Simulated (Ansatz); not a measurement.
## Two runs on Co

System: Co (P6₃/mmc, 4 atoms in the cell).
Method of the first run: Kohn-Sham DFT of a periodic cell, PBE, Ansatz PAW accurate, spin-polarised (Ansatz 0.2.0).

The structure derives from a Materials Project entry. Text and figures count atoms from 1; the logs count them from 0 in places.

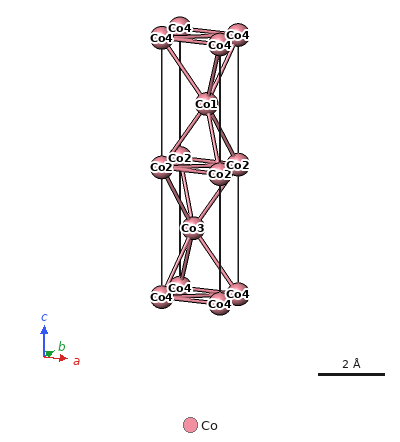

Figure 1. The input geometry (ball-and-stick view of the cell of the calculation, seen slightly off an axis; atoms are numbered from 1 in the order of the input). Near neighbours in the crystal (not all of them lie inside the picture): Co has 12 Co at 2.44 Å.

Input, the first run:
```yaml
crystal:
  lattice:
    - [2.4371717178, 0.0, 0.0]
    - [-1.2185858589, 2.110652621, 0.0]
    - [0.0, 0.0, 7.978919943]
  atoms:
    - { symbol: Co, position: [0.6666666667, 0.3333333333, 0.75], spin: 2.0 }
    - { symbol: Co, position: [0.0, 0.0, 0.5], spin: 2.0 }
    - { symbol: Co, position: [0.3333333333, 0.6666666667, 0.25], spin: 2.0 }
    - { symbol: Co, position: [0.0, 0.0, 0.0], spin: 2.0 }
hamiltonian:
  xc: pbe
  pseudopotentials: { kind: paw, level: accurate }
magnetization:
  spin_polarized: true
kpoints:
  mp_grid: { grid: [12, 12, 4] }
scf:
  occupations: { method: fermi_dirac, width: 0.05 }
output:
  forces: true
  stress: true
  eigenvalues: true
  write_density: true
  write_potential: true
  elf: true
  volumetric_format: npy
```

Launched with:
```bash
ansatz run input.yaml --threads 2 --pin off --max-ram 5120MiB --backend cpu --events-out ev --progress --plain --runs-dir out
```

Hardware: 2 threads of Arm Neoverse V1, 24 GiB of memory available, shared host.

Output, shortened to warnings, some set-up lines, iterations and results (the first run):
```
Basis set: ecut = 1000 eV, 2969 PW (Γ), exchange–correlation on 54×54×180 points (8 copies of the dense FFT grid, shifted against one another)
Symmetry: 24 space group operations
k-points: 57 of 576
Initial density: superposition of atomic densities (chi_scale 0.1, normalization cell)
[...]
SCF iter   1: F=—  HF=-20505.145590 eV  |F-HF|=—  |Δ(HF+E_count)|=         —  Δρ=3.21e-2 (↑3.21e-2 ↓3.10e-2)  dr2=6.87e-1  dr2_m=1.29e-1  M=6.580 μB ∫|m|=6.790 μB  β_m=0.30  …
SCF iter   2: F=—  HF=-20504.891060 eV  |F-HF|=—  |Δ(HF+E_count)|=   2.55e-1  Δρ=1.80e-2 (↑1.49e-2 ↓1.80e-2)  dr2=1.07e-1  dr2_m=6.78e-2  M=6.569 μB ∫|m|=6.852 μB  β_m=0.39  …
SCF iter   3: F=—  HF=-20504.962882 eV  |F-HF|=—  |Δ(HF+E_count)|=   7.18e-2  Δρ=8.63e-3 (↑8.63e-3 ↓8.44e-3)  dr2=6.81e-3  dr2_m=2.26e-2  M=6.509 μB ∫|m|=6.903 μB  β_m=0.70  …
SCF iter   4: F=—  HF=-20505.084015 eV  |F-HF|=—  |Δ(HF+E_count)|=   1.21e-1  Δρ=5.31e-3 (↑2.34e-3 ↓5.31e-3)  dr2=1.99e-2  dr2_m=2.77e-3  M=6.422 μB ∫|m|=6.945 μB  β_m=0.61  …
SCF iter   5: F=—  HF=-20505.087181 eV  |F-HF|=—  |Δ(HF+E_count)|=   3.17e-3  Δρ=5.33e-3 (↑2.05e-3 ↓5.33e-3)  dr2=2.00e-2  dr2_m=1.99e-3  M=6.412 μB ∫|m|=6.951 μB  β_m=0.48  …
SCF iter   6: F=—  HF=-20505.088256 eV  |F-HF|=—  |Δ(HF+E_count)|=   1.07e-3  Δρ=1.62e-3 (↑7.03e-4 ↓1.62e-3)  dr2=1.88e-3  dr2_m=2.63e-4  M=6.405 μB ∫|m|=6.960 μB  β_m=0.56  …
SCF iter   7: F=—  HF=-20505.088386 eV  |F-HF|=—  |Δ(HF+E_count)|=   1.30e-4  Δρ=5.36e-4 (↑2.59e-4 ↓5.36e-4)  dr2=9.61e-5  dr2_m=4.35e-5  M=6.404 μB ∫|m|=6.968 μB  β_m=0.78  …
SCF iter   8: F=—  HF=-20505.088397 eV  |F-HF|=—  |Δ(HF+E_count)|=   1.09e-5  Δρ=1.60e-4 (↑4.91e-5 ↓1.60e-4)  dr2=2.43e-5  dr2_m=2.03e-6  M=6.404 μB ∫|m|=6.972 μB  β_m=0.78  …
SCF iter   9: F=—  HF=-20505.088395 eV  |F-HF|=—  |Δ(HF+E_count)|=   1.43e-6  Δρ=5.43e-5 (↑1.83e-5 ↓5.43e-5)  dr2=7.00e-7  dr2_m=4.88e-7  M=6.405 μB ∫|m|=6.972 μB  β_m=0.89  …
SCF iter  10: F=—  HF=-20505.088395 eV  |F-HF|=—  |Δ(HF+E_count)|=   5.98e-9  Δρ=2.86e-5 (↑6.68e-6 ↓2.86e-5)  dr2=4.94e-7  dr2_m=5.47e-8  M=6.405 μB ∫|m|=6.972 μB  β_m=0.90  …
SCF iter  11: F=—  HF=-20505.088395 eV  |F-HF|=—  |Δ(HF+E_count)|=   1.22e-8  Δρ=9.26e-6 (↑2.34e-6 ↓9.26e-6)  dr2=3.10e-8  dr2_m=1.08e-8  M=6.405 μB ∫|m|=6.972 μB  β_m=0.79  …
SCF iter  12: F=-20505.088395 eV  HF=-20505.088395 eV  |F-HF|=2.28e-9  |Δ(HF+E_count)|=   1.21e-9  Δρ=1.50e-6 (↑1.06e-6 ↓1.50e-6)  dr2=2.23e-9  dr2_m=8.37e-11  M=6.405 μB …
SCF 1 converged in 12 iterations: F = -20505.088395 eV  dr2 = 2.23e-9
SCF converged after 12 iterations
Magnetization: 6.4048 μB (37.2024 up, 30.7976 down)
Absolute magnetization: 6.9715 μB (∫|ρ↑−ρ↓|, with the PAW one-centre terms)
Spin contamination: 0.0948 ħ² per cell (⟨S²⟩ above its minimum at these occupations)
Per-site moments (μB) at R_I (Å): [(1.6783796229773027, 1.0053333335925574), (1.654693599376165, 1.0053333335925574), (1.678379622977303, 1.0053333335925574), (1.654693599376166, 1.0053333335925574)]
Free energy (F): -20505.088395 eV
Harris-Foulkes:  -20505.088395 eV  (|F-HF|=2.28e-9)
Internal energy: -20505.053727 eV  (E = F + TS)
E sigma→0 (E₀):  -20505.071061 eV
Entropy (-TS):   -0.034668 eV (-8.667 meV/atom)
Fermi energy:    20.542103 eV
--- Per-component energies (eV) ---
  E_band       = -859.921375
  E_kinetic    = 2773.281894
  E_local      = -12534.639247  (includes V_loc(G=0)·N_el)
  E_nonlocal   = 2356.254666
  E_hartree    = 4038.507713
  E_xc         = -688.884849
  E_vxc        = -897.498919  (∫ρ·V_xc dr)
  E_paw        = -5387.202848  (= ΣΔE_a)
  E_vpaw       = -634.338717  (= ΣTr[D̂ρ^β])
  E_aug_tail   = -0.000027  (compensation charges beyond the density's cutoff)
  E_ewald      = -11062.371029
  E_smearing   = -0.034668  (= −TS)
  E_closure    = 0.000000  (closes the sum)
  Σ components = -20505.088395   (vs F -20505.088395, Δ=0.00e0)
--- Forces (eV/Å), atoms counted from 1 ---
  atom   1  Co    -0.00000000    -0.00000000     0.00000000
  atom   2  Co    -0.00000000    -0.00000000    -0.00000000
  atom   3  Co     0.00000000     0.00000000     0.00000000
  atom   4  Co     0.00000000    -0.00000000     0.00000000
  max |Σ_I F_I| component: 4.21e-29 eV/Å
--- Stress (GPa, compression-positive) ---
       15.989346       0.000000       0.000000
        0.000000      15.989346       0.000000
        0.000000       0.000000      11.956129
  P = ⅓ Tr σ = 14.6449 GPa (146.449 kbar)
```

The input of the second run differs as follows (lines with − go, lines with + come):
```diff
-  pseudopotentials: { kind: paw, level: accurate }
+  pseudopotentials: { kind: nc }
-  write_density: true
-  write_potential: true
-  elf: true
-  volumetric_format: npy
```

How does the second run compare with the first run?

The total energies belong to different models, so their difference says nothing on which is more stable or more accurate. The net moment of the cell goes from 6.40 to 6.51 μB. The pressure goes from 14.64 to 15.32 GPa. The SCF takes 13 iterations against 12. The default cutoff goes from 1000 to 1306.1 eV with the change. The plane waves at Γ go from 2969 to 4373.

Output, shortened to warnings, some set-up lines, iterations and results (the second run):
```
Basis set: ecut = 1306.14654 eV, 4373 PW (Γ), exchange–correlation on 60×60×192 points (8 copies of the dense FFT grid, shifted against one another)
Symmetry: 24 space group operations
k-points: 57 of 576
Initial density: superposition of atomic densities (chi_scale 0.1, normalization cell)
[...]
SCF iter   1: F=—  HF=-16656.954554 eV  |F-HF|=—  |Δ(HF+E_count)|=         —  Δρ=9.17e-2 (↑9.17e-2 ↓6.98e-2)  dr2=4.33e-1  dr2_m=2.32e0  M=6.526 μB ∫|m|=6.651 μB  β_m=0.30  …
SCF iter   2: F=—  HF=-16657.062373 eV  |F-HF|=—  |Δ(HF+E_count)|=   1.08e-1  Δρ=6.08e-2 (↑6.08e-2 ↓5.19e-2)  dr2=8.59e-2  dr2_m=1.17e0  M=6.490 μB ∫|m|=6.704 μB  β_m=0.30  …
SCF iter   3: F=—  HF=-16657.181767 eV  |F-HF|=—  |Δ(HF+E_count)|=   1.19e-1  Δρ=4.88e-2 (↑4.08e-2 ↓4.88e-2)  dr2=6.63e-1  dr2_m=6.36e-1  M=6.452 μB ∫|m|=6.744 μB  β_m=0.08  …
SCF iter   4: F=—  HF=-16657.195359 eV  |F-HF|=—  |Δ(HF+E_count)|=   1.36e-2  Δρ=3.20e-2 (↑3.20e-2 ↓3.16e-2)  dr2=8.57e-3  dr2_m=3.73e-1  M=6.449 μB ∫|m|=6.781 μB  β_m=0.16  …
SCF iter   5: F=—  HF=-16657.270707 eV  |F-HF|=—  |Δ(HF+E_count)|=   7.53e-2  Δρ=1.41e-2 (↑1.33e-2 ↓1.41e-2)  dr2=3.50e-3  dr2_m=6.80e-2  M=6.436 μB ∫|m|=6.883 μB  β_m=0.63  …
SCF iter   6: F=—  HF=-16657.299401 eV  |F-HF|=—  |Δ(HF+E_count)|=   2.87e-2  Δρ=4.32e-3 (↑4.32e-3 ↓3.72e-3)  dr2=3.38e-3  dr2_m=4.98e-3  M=6.450 μB ∫|m|=7.012 μB  β_m=0.82  …
SCF iter   7: F=—  HF=-16657.302028 eV  |F-HF|=—  |Δ(HF+E_count)|=   2.63e-3  Δρ=8.24e-4 (↑5.87e-4 ↓8.24e-4)  dr2=6.40e-5  dr2_m=1.53e-4  M=6.500 μB ∫|m|=7.110 μB  β_m=0.88  …
SCF iter   8: F=—  HF=-16657.301406 eV  |F-HF|=—  |Δ(HF+E_count)|=   6.21e-4  Δρ=5.74e-4 (↑2.99e-4 ↓5.74e-4)  dr2=1.77e-4  dr2_m=1.28e-5  M=6.511 μB ∫|m|=7.122 μB  β_m=0.77  …
SCF iter   9: F=—  HF=-16657.301387 eV  |F-HF|=—  |Δ(HF+E_count)|=   1.93e-5  Δρ=8.60e-5 (↑5.13e-5 ↓8.60e-5)  dr2=3.88e-6  dr2_m=1.32e-6  M=6.511 μB ∫|m|=7.122 μB  β_m=0.81  …
SCF iter  10: F=—  HF=-16657.301388 eV  |F-HF|=—  |Δ(HF+E_count)|=   9.51e-7  Δρ=2.39e-5 (↑9.81e-6 ↓2.39e-5)  dr2=1.42e-7  dr2_m=5.27e-8  M=6.511 μB ∫|m|=7.121 μB  β_m=0.82  …
SCF iter  11: F=-16657.301388 eV  HF=-16657.301388 eV  |F-HF|=2.59e-8  |Δ(HF+E_count)|=   5.14e-9  Δρ=7.60e-6 (↑5.95e-6 ↓7.60e-6)  dr2=3.16e-8  dr2_m=3.22e-9  M=6.511 μB …
SCF iter  12: F=-16657.301387 eV  HF=-16657.301388 eV  |F-HF|=7.87e-7  |Δ(HF+E_count)|=   3.24e-8  Δρ=3.29e-5 (↑7.26e-6 ↓3.29e-5)  dr2=8.35e-7  dr2_m=6.61e-8  M=6.511 μB …
SCF iter  13: F=-16657.301388 eV  HF=-16657.301388 eV  |F-HF|=1.72e-8  |Δ(HF+E_count)|=   3.68e-8  Δρ=4.80e-6 (↑2.24e-6 ↓4.80e-6)  dr2=1.90e-8  dr2_m=1.43e-9  M=6.511 μB …
SCF 1 converged in 13 iterations: F = -16657.301388 eV  dr2 = 1.90e-8
SCF converged after 13 iterations
an eigenvalue changed by more than its tolerance at an iteration that met the thresholds in force, so the SCF went on 1 time: the last check found none over its tolerance
Magnetization: 6.5112 μB (37.2556 up, 30.7444 down)
Absolute magnetization: 7.1213 μB (∫|ρ↑−ρ↓|)
Spin contamination: 0.1077 ħ² per cell (⟨S²⟩ above its minimum at these occupations)
Per-site moments (μB) at R_I (Å): [(1.7089890272872612, 1.0053333335925574), (1.6867268299977949, 1.0053333335925574), (1.7089890272872614, 1.0053333335925574), (1.686726829997797, 1.0053333335925574)]
Free energy (F): -16657.301388 eV
Harris-Foulkes:  -16657.301388 eV  (|F-HF|=1.72e-8)
Internal energy: -16657.268246 eV  (E = F + TS)
E sigma→0 (E₀):  -16657.284817 eV
Entropy (-TS):   -0.033142 eV (-8.285 meV/atom)
Fermi energy:    20.585236 eV
--- Per-component energies (eV) ---
  E_band       = -860.085699
  E_kinetic    = 7378.981634
  E_local      = -11844.393025  (includes V_loc(G=0)·N_el)
  E_nonlocal   = -2047.354226
  E_hartree    = 3972.171782
  E_xc         = -3054.303382
  E_vxc        = -2291.660550  (∫ρ·V_xc dr)
  E_ewald      = -11062.371029
  E_smearing   = -0.033142  (= −TS)
  E_closure    = -0.000000  (closes the sum)
  Σ components = -16657.301388   (vs F -16657.301388, Δ=0.00e0)
--- Forces (eV/Å), atoms counted from 1 ---
  atom   1  Co     0.00000000    -0.00000000     0.00000000
  atom   2  Co     0.00000000    -0.00000000     0.00000000
  atom   3  Co     0.00000000     0.00000000     0.00000000
  atom   4  Co     0.00000000    -0.00000000    -0.00000000
  max |Σ_I F_I| component: 2.78e-17 eV/Å
--- Stress (GPa, compression-positive) ---
       16.771669       0.000000       0.000000
        0.000000      16.771669       0.000000
        0.000000       0.000000      12.422709
  P = ⅓ Tr σ = 15.3220 GPa (153.220 kbar)
```

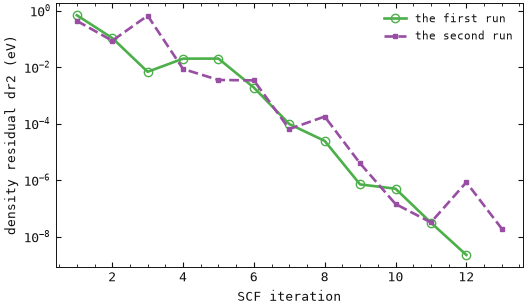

Figure 2. Convergence of the two runs: density residual dr2 against the SCF iteration. The first run takes 12 iterations in all, and the second run takes 13.

The two runs side by side:

```csv
quantity,the first run,the second run
outcome,converged,converged
free energy per atom (eV),−5126.2721,−4164.3253
"energy per atom, smearing taken to zero (eV)",−5126.2678,−4164.3212
gap on the mesh (eV),0.00,0.00
net moment of the cell (μB),6.40,6.51
absolute moment of the cell (μB),6.97,7.12
pressure (GPa),14.64,15.32
largest force (eV/Å),0.000,0.000
SCF iterations,12,13
irreducible k-points,57,57
plane waves at Γ,2969,4373
wall time (shared host),44 s,36 s
```

For the first run: The cell is under a pressure of 14.6 GPa at this level, so it is not at its equilibrium volume. For the second run: The cell is under a pressure of 15.3 GPa at this level, so it is not at its equilibrium volume.
